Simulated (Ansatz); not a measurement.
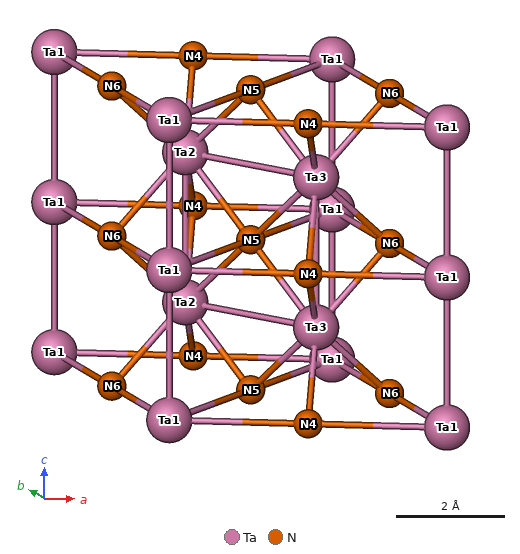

Reference structure: crystalline TaN (set up in P6/mmm). A ball-and-stick model of the cell of the calculation, repeated 1 × 1 × 2 with one cell outlined, seen from a free direction.

Theory: DFT PBEsol, scalar-relativistic, plane waves, PAW (Ansatz). (plane-wave cutoff 420 eV; k-point mesh 12 × 12 × 12; occupations gaussian; smearing width 0.1 eV; no spin polarisation)

Now this is done to it. Shear of c along a, +6.0 %, is applied. The cell is then held and the atoms relaxed.

### What is the effect?

The drawn cell changes at constant volume: a = b unchanged at 5.205 Å, c 2.904 → 2.909 Å (+0.2 %), α 90.0° → 91.7°, β 90.0° → 86.6°. The largest moves relative to the cell, 0.005 Å, are those of Ta2 and Ta3. Ta2 goes along [1 2 0]. N stays in place. Some distances before and after: N–Ta 2.089 → 2.038 to 2.146 Å, Ta–Ta 3.005 → 2.995 to 3.010 Å, Ta–Ta 2.904 → 2.909 Å. The space group (tolerance 0.01 Å) goes from P6/mmm (No. 191) to C2/m (No. 12). It costs 26.0 meV per atom. Pressure: 0.0 GPa before, 1.0 GPa after. The principal stresses (compression positive) are 13.3 GPa along [1 0 −2], 0.8 GPa along [1 2 0], −11.0 GPa along [1 0 2]. Both are metals.

The changed structure in the same view:

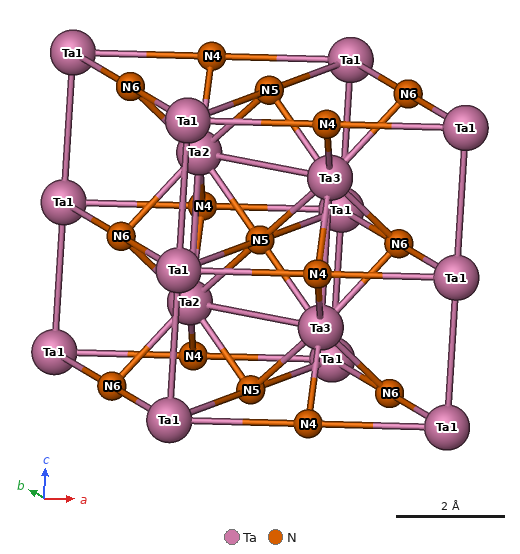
